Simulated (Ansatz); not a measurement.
## TaSi$_{2}$: one change and its effect

System: TaSi$_{2}$ (P6₄22, 9 atoms in the cell).
Method of the first run: Kohn-Sham DFT of a periodic cell, HSE06, Ansatz PAW, no spin polarisation (Ansatz 0.2.0).

The structure derives from an entry of the Crystallography Open Database. Text and figures count atoms from 1; the logs count them from 0 in places.

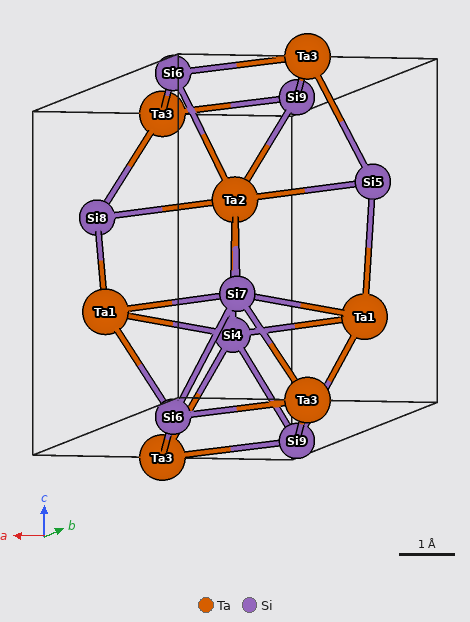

**Figure 1.** The structure as given in the input (ball-and-stick view of the cell of the calculation, seen at an oblique angle; atoms are numbered from 1 in the order of the input). An atom can appear more than once, as a periodic image.

### The input, the first run
```yaml
crystal:
  lattice:
    - [4.7839, 0.0, 0.0]
    - [-2.39195, 4.1429789292, 0.0]
    - [0.0, 0.0, 6.57]
  atoms:
    - { symbol: Ta, position: [0.0, 0.5, 0.3333333333] }
    - { symbol: Ta, position: [0.5, 0.5, 0.6666666667] }
    - { symbol: Ta, position: [0.5, 0.0, 0.0] }
    - { symbol: Si, position: [0.31794, 0.15897, 0.3333333333] }
    - { symbol: Si, position: [0.15897, 0.84103, 0.6666666667] }
    - { symbol: Si, position: [0.84103, 0.68206, 0.0] }
    - { symbol: Si, position: [0.68206, 0.84103, 0.3333333333] }
    - { symbol: Si, position: [0.84103, 0.15897, 0.6666666667] }
    - { symbol: Si, position: [0.15897, 0.31794, 0.0] }
hamiltonian:
  xc: hse06
  pseudopotentials: { kind: paw }
kpoints:
  mp_grid: { grid: [4, 4, 4] }
scf:
  occupations: { method: fermi_dirac, width: 0.05 }
output:
  forces: true
  stress: true
  eigenvalues: true
```

Hardware: 1 × NVIDIA H100 80GB HBM3, 2 threads of AMD EPYC (Zen 3), 1656 GiB of memory available, shared host.

### Output, shortened to warnings, some set-up lines, iterations and results (the first run)
```
Warning: output.stress: scf.convergence.dr2_threshold = 1e-7 eV (the SCF's general default) is looser than the 9e-10 eV advised for a printed stress (1e-10 eV for each atom of the cell: 9). What an SCF threshold leaves in a stress goes as its square root, and in the free energy as the threshold itself, and one threshold admits the most on a small cell: of the crystals measured, under no hybrid …
Warning: output.stress: scf.exx.energy_threshold = 1e-6 eV is looser than the 9e-8 eV advised for a stress under a hybrid functional (1e-8 eV for each atom of the cell: 9). Every SCF of the exchange loop can meet its threshold on dr2 while the loop round them stops early: no threshold on dr2 bounds what that leaves in the stress. Set scf.exx.energy_threshold to 9e-8 eV or tighter. The threshold …
Basis set: ecut = 420 eV, 2523 PW (Γ), exchange–correlation on 64×64×90 points (8 copies of the dense FFT grid, shifted against one another)
Symmetry: 12 space group operations
k-points: 12 of 64
Initial density: superposition of atomic densities (neutral atoms: chi_scale 0, normalization atom), corrected by the library's trained network
[...]
SCF iter   1: F=—  HF=-33615.922232 eV  |F-HF|=—  |Δ(HF+E_count)|=         —  Δρ=5.50e-3  dr2=3.90e-2  ethr=1.77e-3  ⟨swp⟩=11.8  Hψ=2395  notcnv=0
SCF iter   2: F=—  HF=-33615.915247 eV  |F-HF|=—  |Δ(HF+E_count)|=   6.99e-3  Δρ=2.11e-3  dr2=2.71e-3  ethr=4.40e-6  ⟨swp⟩=2.9  Hψ=2276  notcnv=0
SCF iter   3: F=—  HF=-33615.915677 eV  |F-HF|=—  |Δ(HF+E_count)|=   4.30e-4  Δρ=7.32e-4  dr2=2.80e-4  ethr=4.31e-6  ⟨swp⟩=2.8  Hψ=890  notcnv=0
SCF iter   4: F=—  HF=-33615.915838 eV  |F-HF|=—  |Δ(HF+E_count)|=   1.61e-4  Δρ=1.68e-4  dr2=2.08e-5  ethr=4.44e-7  ⟨swp⟩=4.0  Hψ=1110  notcnv=0
SCF iter   5: F=—  HF=-33615.915843 eV  |F-HF|=—  |Δ(HF+E_count)|=   5.36e-6  Δρ=2.92e-5  dr2=9.64e-7  ethr=3.30e-8  ⟨swp⟩=3.1  Hψ=1087  notcnv=0
[... 14 lines ...]
SCF iter   4: F=—  HF=-33620.856928 eV  |F-HF|=—  |Δ(HF+E_count)|=   1.14e-8  Δρ=1.78e-6  dr2=5.80e-9  ethr=4.86e-11  ⟨swp⟩=3.8  Hψ=1132  notcnv=0
SCF iter   5: F=—  HF=-33620.856928 eV  |F-HF|=—  |Δ(HF+E_count)|=   3.43e-8  Δρ=1.37e-6  dr2=3.16e-9  ethr=3.24e-12  ⟨swp⟩=6.2  Hψ=1603  notcnv=0
SCF iter   6: F=—  HF=-33620.856928 eV  |F-HF|=—  |Δ(HF+E_count)|=  9.60e-10  Δρ=1.69e-7  dr2=3.57e-10  ethr=3.24e-12  ⟨swp⟩=3.2  Hψ=1081  notcnv=0
SCF iter   7: F=-33620.856928 eV  HF=-33620.856928 eV  |F-HF|=2.18e-11  |Δ(HF+E_count)|=   2.22e-9  Δρ=3.03e-7  dr2=8.56e-11  ethr=1.24e-12 (applied; sched 1.00e-12)  …
SCF 3 converged in 7 iterations: F = -33620.856928 eV  dr2 = 8.56e-11
  Residual-converged pass: ⟨swp⟩=3.0  Hψ=1089  notcnv=0  max |occ|·‖R‖ = 2.6e-7 eV (tolerance 2.7e-7 eV)  dr2=8.53e-11  dr2_onsite=1.87e-12  max |Δocc| = 3.9e-13
hybrid outer 2: dexx = +1.175e-6 eV, tail = 1.75e-8 eV, Δε = 2.56e-3 eV (about 6.00e-5 eV left of the loop's levels), ΔF = 1.60e-3 eV/Å (tail 3.61e-4)
hybrid SCF converged: 2 outer / 13 inner (+8 warm-up), last move |dexx| = 1.17e-6 eV, tail = 1.75e-8 eV
Stability not checked: this state was not tested for a lower state beside it, because the functional holds exact exchange (a hybrid, or Hartree-Fock), whose exchange loop this test does not read (fock_operator; see scf.lower_state_search)
Free energy (F): -33620.856928 eV
Frozen-core exchange: fock
Harris-Foulkes:  -33620.856928 eV  (|F-HF|=2.18e-11)
Internal energy: -33620.851377 eV  (E = F + TS)
E sigma→0 (E₀):  -33620.854153 eV
Entropy (-TS):   -0.005552 eV (-0.617 meV/atom)
Fermi energy:    15.154637 eV
--- Per-component energies (eV) ---
  E_band       = -351.302329
  E_kinetic    = 1356.894823
  E_local      = -2318.665385  (includes V_loc(G=0)·N_el)
  E_nonlocal   = 198.618775
  E_hartree    = 885.711013
  E_xc         = -802.437405
  E_vxc        = -727.931037  (∫ρ·V_xc dr)
  E_exx        = -143.075729  (= α·E_x^exact, valence–valence)
  E_paw        = -28321.870335  (= ΣΔE_a)
  E_vpaw       = -345.490306  (= ΣTr[D̂ρ^β])
  E_aug_tail   = 0.000488  (compensation charges beyond the density's cutoff)
  E_ewald      = -4465.613967
  E_core_change = -10.413655  (= ΣΔE_core)
  E_smearing   = -0.005552  (= −TS)
  E_closure    = 0.000000  (closes the sum)
  Σ components = -33620.856928   (vs F -33620.856928, Δ=7.28e-12)
--- Forces (eV/Å), atoms counted from 1 ---
  atom   1  Ta     0.00000000     0.00000000    -0.00000000
  atom   2  Ta     0.00000000     0.00000000     0.00000000
  atom   3  Ta    -0.00000000    -0.00000000     0.00000000
  atom   4  Si    -0.05279293    -0.03048001    -0.00000000
  atom   5  Si    -0.05279293     0.03048001     0.00000000
  atom   6  Si    -0.00000000     0.06096002    -0.00000000
  atom   7  Si     0.05279293     0.03048001     0.00000000
  atom   8  Si     0.05279293    -0.03048001    -0.00000000
  atom   9  Si    -0.00000000    -0.06096002     0.00000000
  max |Σ_I F_I| component: 1.76e-16 eV/Å
--- Stress (GPa, compression-positive) ---
       -1.440150       0.000000       0.000000
        0.000000      -1.440150       0.000000
        0.000000       0.000000      -0.948258
  P = ⅓ Tr σ = -1.2762 GPa (-12.762 kbar)
```

The second run used a changed input.

### The two runs side by side

```tsv
quantity	the first run	the second run
outcome	converged	converged
free energy per atom (eV)	−3735.6508	−3734.9682
energy per atom, smearing taken to zero (eV)	−3735.6505	−3734.9680
gap on the mesh (eV)	0.00	0.00
pressure (GPa)	−1.28	−1.63
largest force (eV/Å)	0.061	0.082
SCF iterations	21	31
irreducible k-points	12	12
plane waves at Γ	2523	2523
wall time (shared host)	25 s	28 s
```

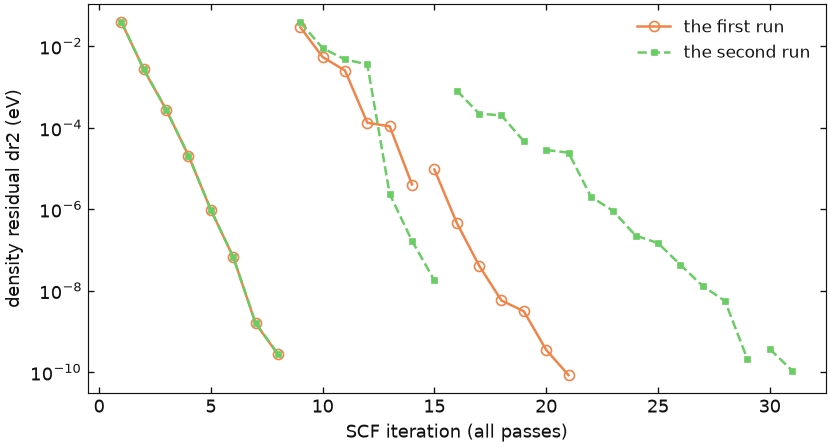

**Figure 2.** Convergence of the two runs: density residual dr2 against the SCF iteration. A break in a curve parts two SCF passes. The first run takes 21 iterations in all, and the second run takes 31.

Which change of the input explains these differences?

The change (lines with − go, lines with + come):
```diff
-  xc: hse06
+  xc: pbe0
```

The total energies belong to different methods, so their difference says nothing on which is more stable or more accurate. The pressure goes from −1.28 to −1.63 GPa. The largest force goes from 0.061 to 0.082 eV/Å. The functional changes from HSE06 to PBE0. The SCF takes 31 iterations against 21.

### Output, shortened to warnings, some set-up lines, iterations and results (the second run)
```
Warning: output.stress: scf.convergence.dr2_threshold = 1e-7 eV (the SCF's general default) is looser than the 9e-10 eV advised for a printed stress (1e-10 eV for each atom of the cell: 9). What an SCF threshold leaves in a stress goes as its square root, and in the free energy as the threshold itself, and one threshold admits the most on a small cell: of the crystals measured, under no hybrid …
Warning: output.stress: scf.exx.energy_threshold = 1e-6 eV is looser than the 9e-8 eV advised for a stress under a hybrid functional (1e-8 eV for each atom of the cell: 9). Every SCF of the exchange loop can meet its threshold on dr2 while the loop round them stops early: no threshold on dr2 bounds what that leaves in the stress. Set scf.exx.energy_threshold to 9e-8 eV or tighter. The threshold …
Basis set: ecut = 420 eV, 2523 PW (Γ), exchange–correlation on 64×64×90 points (8 copies of the dense FFT grid, shifted against one another)
Symmetry: 12 space group operations
k-points: 12 of 64
Initial density: superposition of atomic densities (neutral atoms: chi_scale 0, normalization atom), corrected by the library's trained network
[...]
SCF iter   1: F=—  HF=-33615.925385 eV  |F-HF|=—  |Δ(HF+E_count)|=         —  Δρ=5.53e-3  dr2=3.95e-2  ethr=1.77e-3  ⟨swp⟩=11.8  Hψ=2395  notcnv=0
SCF iter   2: F=—  HF=-33615.918214 eV  |F-HF|=—  |Δ(HF+E_count)|=   7.17e-3  Δρ=2.11e-3  dr2=2.72e-3  ethr=4.41e-6  ⟨swp⟩=2.9  Hψ=2274  notcnv=0
SCF iter   3: F=—  HF=-33615.918638 eV  |F-HF|=—  |Δ(HF+E_count)|=   4.23e-4  Δρ=7.36e-4  dr2=2.81e-4  ethr=4.32e-6  ⟨swp⟩=2.8  Hψ=890  notcnv=0
SCF iter   4: F=—  HF=-33615.918801 eV  |F-HF|=—  |Δ(HF+E_count)|=   1.63e-4  Δρ=1.69e-4  dr2=2.09e-5  ethr=4.46e-7  ⟨swp⟩=4.0  Hψ=1107  notcnv=0
SCF iter   5: F=—  HF=-33615.918806 eV  |F-HF|=—  |Δ(HF+E_count)|=   5.42e-6  Δρ=2.95e-5  dr2=9.77e-7  ethr=3.31e-8  ⟨swp⟩=3.1  Hψ=1087  notcnv=0
[... 26 lines ...]
SCF iter  10: F=-33614.713993 eV  HF=-33614.713993 eV  |F-HF|=1.60e-10  |Δ(HF+E_count)|=   1.26e-9  Δρ=2.49e-7  dr2=2.13e-10  ethr=1.55e-12 (applied; sched 1.00e-12)  …
SCF 4 converged in 10 iterations: F = -33614.713993 eV  dr2 = 2.13e-10
SCF iter   1: F=—  HF=-33614.713993 eV  |F-HF|=—  |Δ(HF+E_count)|=         —  Δρ=4.25e-7  dr2=3.75e-10  ethr=5.54e-11  ⟨swp⟩=9.2  Hψ=1455  notcnv=0
SCF iter   2: F=-33614.713993 eV  HF=-33614.713993 eV  |F-HF|=2.91e-11  |Δ(HF+E_count)|=  4.51e-10  Δρ=3.06e-7  dr2=1.11e-10  ethr=1.13e-12 (applied; sched 1.00e-12)  …
SCF 5 converged in 2 iterations: F = -33614.713993 eV  dr2 = 1.11e-10
  Residual-converged pass: ⟨swp⟩=3.2  Hψ=1200  notcnv=0  max |occ|·‖R‖ = 2.6e-7 eV (tolerance 2.7e-7 eV)  dr2=1.12e-10  dr2_onsite=2.21e-12  max |Δocc| = 1.6e-14
hybrid outer 4: dexx = +7.026e-10 eV, tail = 2.28e-10 eV, Δε = 2.13e-5 eV (about 5.12e-6 eV left of the loop's levels), ΔF = 1.97e-5 eV/Å (tail 2.15e-5)
hybrid SCF converged: 4 outer / 23 inner (+8 warm-up), last move |dexx| = 7.03e-10 eV, tail = 2.28e-10 eV
Stability not checked: this state was not tested for a lower state beside it, because the functional holds exact exchange (a hybrid, or Hartree-Fock), whose exchange loop this test does not read (fock_operator; see scf.lower_state_search)
Free energy (F): -33614.713993 eV
Frozen-core exchange: fock
Harris-Foulkes:  -33614.713993 eV  (|F-HF|=2.91e-11)
Internal energy: -33614.710829 eV  (E = F + TS)
E sigma→0 (E₀):  -33614.712411 eV
Entropy (-TS):   -0.003164 eV (-0.352 meV/atom)
Fermi energy:    15.051488 eV
--- Per-component energies (eV) ---
  E_band       = -376.327565
  E_kinetic    = 1356.374432
  E_local      = -2316.876943  (includes V_loc(G=0)·N_el)
  E_nonlocal   = 198.102490
  E_hartree    = 884.771052
  E_xc         = -771.484340
  E_vxc        = -703.742392  (∫ρ·V_xc dr)
  E_exx        = -168.653978  (= α·E_x^exact, valence–valence)
  E_paw        = -28320.887806  (= ΣΔE_a)
  E_vpaw       = -342.419987  (= ΣTr[D̂ρ^β])
  E_aug_tail   = 0.000488  (compensation charges beyond the density's cutoff)
  E_ewald      = -4465.613967
  E_core_change = -10.442257  (= ΣΔE_core)
  E_smearing   = -0.003164  (= −TS)
  E_closure    = -0.000000  (closes the sum)
  Σ components = -33614.713993   (vs F -33614.713993, Δ=0.00e0)
--- Forces (eV/Å), atoms counted from 1 ---
  atom   1  Ta     0.00000000     0.00000000    -0.00000000
  atom   2  Ta     0.00000000    -0.00000000     0.00000000
  atom   3  Ta    -0.00000000     0.00000000     0.00000000
  atom   4  Si    -0.07112541    -0.04106428    -0.00000000
  atom   5  Si    -0.07112541     0.04106428     0.00000000
  atom   6  Si    -0.00000000     0.08212855    -0.00000000
  atom   7  Si     0.07112541     0.04106428     0.00000000
  atom   8  Si     0.07112541    -0.04106428    -0.00000000
  atom   9  Si    -0.00000000    -0.08212855     0.00000000
  max |Σ_I F_I| component: 9.25e-17 eV/Å
--- Stress (GPa, compression-positive) ---
       -1.802740       0.000000       0.000000
       -0.000000      -1.802740       0.000000
        0.000000       0.000000      -1.299216
  P = ⅓ Tr σ = -1.6349 GPa (-16.349 kbar)
```

For both runs: Warnings: the exchange loop's threshold is looser than advised for the stress; the SCF threshold is looser than advised for the printed stress. Spin–orbit coupling is left out, which matters for Ta.
